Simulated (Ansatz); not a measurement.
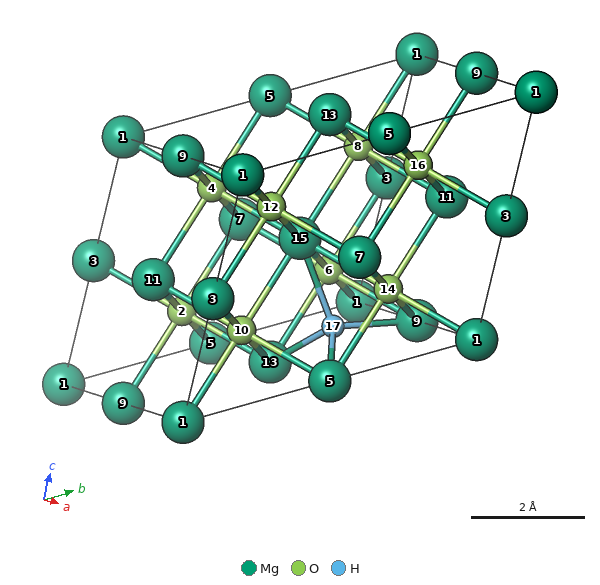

The starting structure (ball-and-stick view of the cell of the calculation, seen slightly off an axis; atoms are numbered from 1 in the order of the input). An atom can appear more than once, as a periodic image.

## Mg8HO8 (charge +1): geometry relaxation (part 1 of 3)

Mg8HO8 (defect cell, 17 atoms in the cell, total charge +1), computed with DFT PBE, scalar-relativistic, plane waves, PAW, PAW set soft_1, no spin polarisation (Ansatz 0.2.0).

The structure derives from an entry of the Crystallography Open Database. It belongs to a series of runs on one base structure; here: end point A relaxed. Figures and captions count atoms from 1; the log counts them from 0 in places.

Input:
```yaml
crystal:
  lattice:
    - [0.0, 3.897, 3.897]
    - [3.897, 0.0, 3.897]
    - [3.897, 3.897, 0.0]
  atoms:
    - { symbol: Mg, position: [0.0, 0.0, 0.0] }
    - { symbol: O, position: [0.25, 0.25, 0.25] }
    - { symbol: Mg, position: [0.0, 0.0, 0.5] }
    - { symbol: O, position: [0.25, 0.25, 0.75] }
    - { symbol: Mg, position: [0.0, 0.5, 0.0] }
    - { symbol: O, position: [0.25, 0.75, 0.25] }
    - { symbol: Mg, position: [0.0, 0.5, 0.5] }
    - { symbol: O, position: [0.25, 0.75, 0.75] }
    - { symbol: Mg, position: [0.5, 0.0, 0.0] }
    - { symbol: O, position: [0.75, 0.25, 0.25] }
    - { symbol: Mg, position: [0.5, 0.0, 0.5] }
    - { symbol: O, position: [0.75, 0.25, 0.75] }
    - { symbol: Mg, position: [0.5, 0.5, 0.0] }
    - { symbol: O, position: [0.75, 0.75, 0.25] }
    - { symbol: Mg, position: [0.5, 0.5, 0.5] }
    - { symbol: O, position: [0.75, 0.75, 0.75] }
    - { symbol: H, position: [0.6253256, 0.6393925, 0.1168748] }
total_charge: 1
basis:
  ecutwfc: 420.0
kpoints:
  mp_grid: { grid: [3, 3, 3] }
hamiltonian:
  xc: pbe
  pseudopotentials: { kind: paw, azcp: { folder: soft_1 } }
scf:
  occupations: { method: gaussian, width: 0.02 }
  lower_state_search: "off"
relax:
  f_tol: 0.03
  max_steps: 60
  adjacent_minimum: "off"
output:
  write_density: true
  write_potential: true
  elf: true
  volumetric_format: npy
```

Launch command:
```bash
ansatz run input.yaml --threads 2 --pin off --max-ram 5120MiB --backend cpu --events-out ev --progress --plain --runs-dir out
```

The program's output:
```
Engine: ansatz 0.2.0, aarch64-unknown-linux-gnu
Pseudopotentials: kind: paw
Pseudopotential: Mg, paw, valence charge 10, recommended cutoff 420 eV (normal), [file]
Pseudopotential: O, paw, valence charge 6, recommended cutoff 420 eV (normal), [file]
Pseudopotential: H, paw, valence charge 1, recommended cutoff 420 eV (normal), [file]
Functional definition: PBE
  parameter kappa = 0.804
  parameter beta = 0.06672455060314922
  exchange = pbe_x(kappa = kappa, mu = beta*pi^2/3)
  correlation = pbe_c(beta = beta)
Crystal: 17 atoms, lattice volume = 118.364 Å³
Basis set: ecut = 420 eV, 2277 PW (Γ), exchange–correlation on 80×80×80 points (8 copies of the dense FFT grid, shifted against one another)
Bands: 81, of which v1, the nominal top of the filled ones, is band 64 counted from 1 (63 counted from 0)
Symmetry: 1 space group operations
Space group: P1 (ITA 1), of the structure as read, at distance tolerance 4.9e-5 Å
k-points: 14 of 27 (time reversal used)
Non-local potential: Mg, projectors of the file, l = 0: 3, l = 1: 2, l = 2: 1
Non-local potential: O, projectors of the file, l = 0: 2, l = 1: 2, l = 2: 1
Non-local potential: H, projectors of the file, l = 0: 2, l = 1: 1
PAW form: soft (Blöchl's): semilocal exchange-correlation on the pseudo side does not see the compensation charge
PAW one-centre angular grid: Mg, 110 points (default); XC on 64 Gauss nodes
PAW one-centre angular grid: O, 110 points (default); XC on 64 Gauss nodes
PAW one-centre angular grid: H, 110 points (default); XC on 64 Gauss nodes
Initial density: superposition of atomic densities (chi_scale 0.1, normalization cell, long waves kept (reshape's long-wave potential 0.00 eV rms))
Initial wavefunctions: pseudopotential atomic-orbital guess
Functional: x = pbe(κ = 0.804, μ = 0.2195149727645171), c = pbe(β = 0.06672455060314922)
SCF iter   1: F=—  HF=-19973.222942 eV  |F-HF|=—  |Δ(HF+E_count)|=         —  Δρ=1.04e-1  dr2=7.63e0  ethr=3.10e-3  ⟨swp⟩=5.9  Hψ=4800  notcnv=0  defer=12
preconditioner: auto → Resta (q_TF=auto, 2.764 Å⁻¹)  ε∞=3.2  [insulator: Δε(μ)=2.768 eV  Ē_g=18.268 eV  σ=0.020 eV  W_gap=1.00  n_scr=50 (ndim 8)  ℏωp=27.3 eV  f_vac=0.000  D(μ)=0.00/eV (n_scr^D=0)  ε∞_Penn≈3.2]
SCF iter   2: F=—  HF=-19972.011381 eV  |F-HF|=—  |Δ(HF+E_count)|=    1.21e0  Δρ=5.14e-2  dr2=2.12e0  ethr=3.10e-3  ⟨swp⟩=2.0  Hψ=2188  notcnv=0  defer=147
SCF iter   3: F=—  HF=-19972.151652 eV  |F-HF|=—  |Δ(HF+E_count)|=   1.40e-1  Δρ=9.70e-3  dr2=9.92e-2  ethr=1.65e-3  ⟨swp⟩=2.9  Hψ=1670  notcnv=0  defer=147
SCF iter   4: F=—  HF=-19972.173601 eV  |F-HF|=—  |Δ(HF+E_count)|=   2.19e-2  Δρ=1.74e-3  dr2=2.99e-3  ethr=7.75e-5  ⟨swp⟩=3.1  Hψ=2142  notcnv=0  defer=143
SCF iter   5: F=—  HF=-19972.174053 eV  |F-HF|=—  |Δ(HF+E_count)|=   4.52e-4  Δρ=3.70e-4  dr2=1.49e-4  ethr=2.34e-6  ⟨swp⟩=2.0  Hψ=1968  notcnv=0  defer=143
SCF iter   6: F=—  HF=-19972.173998 eV  |F-HF|=—  |Δ(HF+E_count)|=   5.54e-5  Δρ=1.09e-4  dr2=1.51e-5  ethr=1.76e-8  ⟨swp⟩=8.4  Hψ=8615  notcnv=0
SCF iter   7: F=-19972.173995 eV  HF=-19972.173996 eV  |F-HF|=1.11e-7  |Δ(HF+E_count)|=   2.02e-6  Δρ=2.04e-5  dr2=5.07e-7  ethr=1.18e-8  ⟨swp⟩=9.0  Hψ=9006  notcnv=0
SCF 1 converged in 7 iterations: F = -19972.173995 eV  dr2 = 5.07e-7
  greatest PAW one-centre occupation: 1.000 electrons in one spin orbital (limit 2), on the Mg atom at site 8 (counted from 0), in its partial waves of l = 1
relax step   1: F+E_penalty+E_count = -19972.17399546 eV  Δ(F+E_penalty+E_count) = +0.000e0 eV  max|allowed force component| = 2.302e0 eV/Å  Δτ_max = 0.0000 Å  (7 SCF iters, dr2 threshold 2.25e-5 eV, accepted)
Initial density: handed on by an earlier stage of this run
Initial wavefunctions: those handed on with the density
iter 1 solved again at ethr=5.13e-5 eV; its pass at ethr=3.10e-3 eV (dr2=6.56e-2 eV) is discarded
SCF iter   1: F=—  HF=-19972.718258 eV  |F-HF|=—  |Δ(HF+E_count)|=         —  Δρ=9.03e-3  dr2=6.53e-2  ethr=5.13e-5  ⟨swp⟩=2.0  Hψ=3595  notcnv=0  defer=145
preconditioner: auto → Resta (q_TF=auto, 2.764 Å⁻¹)  ε∞=3.2  [insulator: Δε(μ)=2.711 eV  Ē_g=18.260 eV  σ=0.020 eV  W_gap=1.00  n_scr=50 (ndim 8)  ℏωp=27.3 eV  f_vac=0.000  D(μ)=0.00/eV (n_scr^D=0)  ε∞_Penn≈3.2]
SCF iter   2: F=—  HF=-19972.707845 eV  |F-HF|=—  |Δ(HF+E_count)|=   1.04e-2  Δρ=4.71e-3  dr2=1.93e-2  ethr=5.10e-5  ⟨swp⟩=2.1  Hψ=1083  notcnv=0  defer=145
SCF iter   3: F=—  HF=-19972.704001 eV  |F-HF|=—  |Δ(HF+E_count)|=   3.84e-3  Δρ=4.43e-4  dr2=2.82e-4  ethr=1.51e-5  ⟨swp⟩=2.2  Hψ=1869  notcnv=0  defer=145
iter 4 did not close the SCF: its close was put off for the readings that it lacked (scf_convergence_deferred on its scf_iter line)
SCF iter   4: F=-19972.703911 eV  HF=-19972.703927 eV  |F-HF|=1.63e-5  |Δ(HF+E_count)|=   7.36e-5  Δρ=9.32e-5  dr2=2.07e-5  ethr=2.21e-7  ⟨swp⟩=2.1  Hψ=1958  notcnv=0  defer=143
iter 5 did not close the SCF: its close was put off for the readings that it lacked (scf_convergence_deferred on its scf_iter line)
SCF iter   5: F=-19972.703918 eV  HF=-19972.703919 eV  |F-HF|=8.82e-7  |Δ(HF+E_count)|=   8.40e-6  Δρ=3.04e-5  dr2=1.34e-6  ethr=1.62e-8  ⟨swp⟩=2.6  Hψ=1819  notcnv=0  defer=143
SCF iter   6: F=-19972.703918 eV  HF=-19972.703918 eV  |F-HF|=5.26e-8  |Δ(HF+E_count)|=   4.69e-7  Δρ=8.91e-6  dr2=7.91e-8  ethr=1.05e-9  ⟨swp⟩=6.0  Hψ=7441  notcnv=0
SCF 2 converged in 6 iterations: F = -19972.703918 eV  dr2 = 7.91e-8
relax step   2: F+E_penalty+E_count = -19972.70391809 eV  Δ(F+E_penalty+E_count) = -5.299e-1 eV  max|allowed force component| = 1.193e0 eV/Å  Δτ_max = 0.0486 Å  (6 SCF iters, dr2 threshold 1.00e-4 eV, accepted)
SCF iter   1: F=—  HF=-19972.935923 eV  |F-HF|=—  |Δ(HF+E_count)|=         —  Δρ=1.04e-2  dr2=8.73e-2  ethr=7.69e-4  ⟨swp⟩=5.0  Hψ=2460  notcnv=0  defer=143
preconditioner: auto → Resta (q_TF=auto, 2.764 Å⁻¹)  ε∞=3.2  [insulator: Δε(μ)=3.663 eV  Ē_g=18.246 eV  σ=0.020 eV  W_gap=1.00  n_scr=50 (ndim 8)  ℏωp=27.3 eV  f_vac=0.000  D(μ)=0.00/eV (n_scr^D=0)  ε∞_Penn≈3.2]
SCF iter   2: F=—  HF=-19972.918080 eV  |F-HF|=—  |Δ(HF+E_count)|=   1.78e-2  Δρ=5.12e-3  dr2=1.99e-2  ethr=6.82e-5  ⟨swp⟩=2.0  Hψ=1411  notcnv=0  defer=143
SCF iter   3: F=—  HF=-19972.914324 eV  |F-HF|=—  |Δ(HF+E_count)|=   3.76e-3  Δρ=8.99e-4  dr2=6.91e-4  ethr=1.55e-5  ⟨swp⟩=2.5  Hψ=1883  notcnv=0  defer=143
SCF iter   4: F=—  HF=-19972.914258 eV  |F-HF|=—  |Δ(HF+E_count)|=   6.57e-5  Δρ=2.76e-4  dr2=4.79e-5  ethr=6.94e-8  ⟨swp⟩=8.1  Hψ=9069  notcnv=0
SCF iter   5: F=-19972.914259 eV  HF=-19972.914266 eV  |F-HF|=6.75e-6  |Δ(HF+E_count)|=   7.72e-6  Δρ=9.03e-5  dr2=8.67e-6  ethr=3.74e-8  ⟨swp⟩=9.8  Hψ=9825  notcnv=0
SCF 3 converged in 5 iterations: F = -19972.914259 eV  dr2 = 8.67e-6
relax step   3: F+E_penalty+E_count = -19972.91425911 eV  Δ(F+E_penalty+E_count) = -2.103e-1 eV  max|allowed force component| = 1.860e-1 eV/Å  Δτ_max = 0.0584 Å  (5 SCF iters, dr2 threshold 8.89e-5 eV, accepted)
[...]
preconditioner: auto → Resta (q_TF=auto, 2.764 Å⁻¹)  ε∞=3.2  [insulator: Δε(μ)=3.482 eV  Ē_g=18.236 eV  σ=0.020 eV  W_gap=1.00  n_scr=50 (ndim 8)  ℏωp=27.3 eV  f_vac=0.000  D(μ)=0.00/eV (n_scr^D=0)  ε∞_Penn≈3.2]
relax step   4: F+E_penalty+E_count = -19972.92019339 eV  Δ(F+E_penalty+E_count) = -5.934e-3 eV  max|allowed force component| = 2.465e-1 eV/Å  Δτ_max = 0.0173 Å  (4 SCF iters, dr2 threshold 2.16e-6 eV, accepted)
preconditioner: auto → Resta (q_TF=auto, 2.764 Å⁻¹)  ε∞=3.2  [insulator: Δε(μ)=4.158 eV  Ē_g=18.279 eV  σ=0.020 eV  W_gap=1.00  n_scr=50 (ndim 8)  ℏωp=27.3 eV  f_vac=0.000  D(μ)=0.00/eV (n_scr^D=0)  ε∞_Penn≈3.2]
relax step   5: F+E_penalty+E_count = -19973.09312466 eV  Δ(F+E_penalty+E_count) = -1.729e-1 eV  max|allowed force component| = 8.172e-1 eV/Å  Δτ_max = 0.2000 Å  (6 SCF iters, dr2 threshold 3.80e-6 eV, accepted)
preconditioner: auto → Resta (q_TF=auto, 2.764 Å⁻¹)  ε∞=3.2  [insulator: Δε(μ)=5.396 eV  Ē_g=18.366 eV  σ=0.020 eV  W_gap=1.00  n_scr=50 (ndim 8)  ℏωp=27.3 eV  f_vac=0.000  D(μ)=0.00/eV (n_scr^D=0)  ε∞_Penn≈3.2]
relax step   6: F+E_penalty+E_count = -19973.35654987 eV  Δ(F+E_penalty+E_count) = -2.634e-1 eV  max|allowed force component| = 8.038e-1 eV/Å  Δτ_max = 0.1951 Å  (6 SCF iters, dr2 threshold 1.00e-4 eV, accepted)
preconditioner: auto → Resta (q_TF=auto, 2.764 Å⁻¹)  ε∞=3.2  [insulator: Δε(μ)=6.390 eV  Ē_g=18.502 eV  σ=0.020 eV  W_gap=1.00  n_scr=50 (ndim 8)  ℏωp=27.3 eV  f_vac=0.000  D(μ)=0.00/eV (n_scr^D=0)  ε∞_Penn≈3.2]
  greatest PAW one-centre occupation: 1.001 electrons in one spin orbital (limit 2), on the Mg atom at site 4 (counted from 0), in its partial waves of l = 1
relax step   7: F+E_penalty+E_count = -19973.49675642 eV  Δ(F+E_penalty+E_count) = -1.402e-1 eV  max|allowed force component| = 1.336e0 eV/Å  Δτ_max = 0.1950 Å  (6 SCF iters, dr2 threshold 1.00e-4 eV, accepted)
preconditioner: auto → Resta (q_TF=auto, 2.764 Å⁻¹)  ε∞=3.2  [insulator: Δε(μ)=6.104 eV  Ē_g=18.507 eV  σ=0.020 eV  W_gap=1.00  n_scr=50 (ndim 8)  ℏωp=27.3 eV  f_vac=0.000  D(μ)=0.00/eV (n_scr^D=0)  ε∞_Penn≈3.2]
  greatest PAW one-centre occupation: 1.000 electrons in one spin orbital (limit 2), on the Mg atom at site 4 (counted from 0), in its partial waves of l = 1
relax step   8: F+E_penalty+E_count = -19973.69940316 eV  Δ(F+E_penalty+E_count) = -2.026e-1 eV  max|allowed force component| = 4.931e-1 eV/Å  Δτ_max = 0.2000 Å  (6 SCF iters, dr2 threshold 1.00e-4 eV, accepted)
preconditioner: auto → Resta (q_TF=auto, 2.764 Å⁻¹)  ε∞=3.2  [insulator: Δε(μ)=5.822 eV  Ē_g=18.489 eV  σ=0.020 eV  W_gap=1.00  n_scr=50 (ndim 8)  ℏωp=27.3 eV  f_vac=0.000  D(μ)=0.00/eV (n_scr^D=0)  ε∞_Penn≈3.2]
relax step   9: F+E_penalty+E_count = -19973.77979658 eV  Δ(F+E_penalty+E_count) = -8.039e-2 eV  max|allowed force component| = 1.690e-1 eV/Å  Δτ_max = 0.2000 Å  (6 SCF iters, dr2 threshold 3.31e-5 eV, accepted)
preconditioner: auto → Resta (q_TF=auto, 2.764 Å⁻¹)  ε∞=3.2  [insulator: Δε(μ)=5.827 eV  Ē_g=18.496 eV  σ=0.020 eV  W_gap=1.00  n_scr=50 (ndim 8)  ℏωp=27.3 eV  f_vac=0.000  D(μ)=0.00/eV (n_scr^D=0)  ε∞_Penn≈3.2]
relax step  10: F+E_penalty+E_count = -19973.78247439 eV  Δ(F+E_penalty+E_count) = -2.678e-3 eV  max|allowed force component| = 1.054e-2 eV/Å  Δτ_max = 0.0251 Å  (4 SCF iters, dr2 threshold 3.36e-6 eV, accepted)
preconditioner: auto → Resta (q_TF=auto, 2.764 Å⁻¹)  ε∞=3.2  [insulator: Δε(μ)=5.833 eV  Ē_g=18.496 eV  σ=0.020 eV  W_gap=1.00  n_scr=50 (ndim 8)  ℏωp=27.3 eV  f_vac=0.000  D(μ)=0.00/eV (n_scr^D=0)  ε∞_Penn≈3.2]
relax step  11: F+E_penalty+E_count = -19973.78247480 eV  Δ(F+E_penalty+E_count) = -4.029e-7 eV  max|allowed force component| = 1.028e-2 eV/Å  Δτ_max = 0.0000 Å  (4 SCF iters, accepted)
```

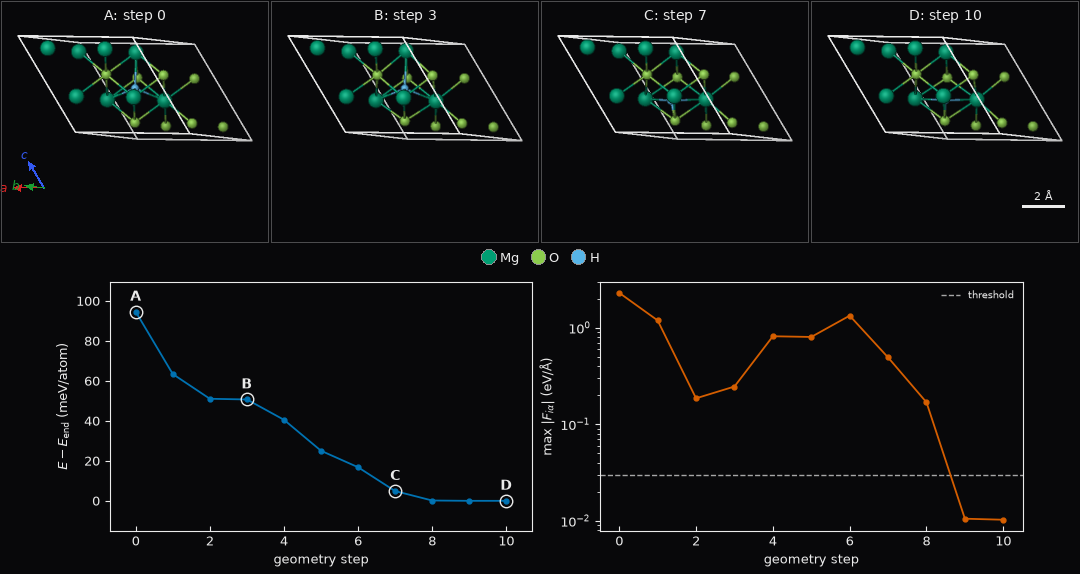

Frames of the relaxation (ball-and-stick view of the cell of the calculation (origin shifted), seen at an oblique angle) above the curves, on which the letters mark them (the first geometry is step 0 here and step 1 in the log).
